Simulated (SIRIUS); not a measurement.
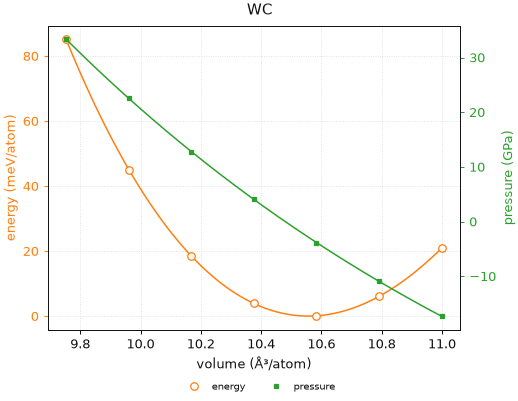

Plotted: energy and pressure against volume for WC, space group P-6m2 (No. 187).

Cell as given: a = 2.906 Å, b = 2.907 Å, c = 2.837 Å, α = 90.00°, β = 90.00°, γ = 120.00°; 2 atoms.

How it was computed, with SIRIUS 7.10.0: plane-wave DFT, no spin polarisation; energies at scaled volumes of the given cell, shape and fractions fixed, counted from the fit's minimum, third-order Birch-Murnaghan fit. Level: PBE.

- k mesh: 5×5×5
- occupations: Fermi–Dirac
- smearing width: 0.05 eV
- potentials: gbrv pbe 1.5
- wave cutoff: 557.3 eV
- density cutoff: 5442 eV

The printed pressures vanish at a volume slightly off the minimum of the energy fit, as a finite basis (Pulay stress) and smearing make them.

> How stiff is the solid, and where is its volume at rest?

A third-order Birch–Murnaghan fit gives V0 = 10.56 Å³/atom, B0 = 388 GPa and B′ = 4.2.

> How does the pressure vary with volume?

It falls from 33.31 GPa at volume 9.75 Å³/atom to −17.30 GPa at 11.00 Å³/atom, and changes sign near 10.48 Å³/atom.

Limits of the calculation: coarse k mesh; shape and atomic fractions are frozen while scaling, which makes layered, chain and framework solids too stiff.
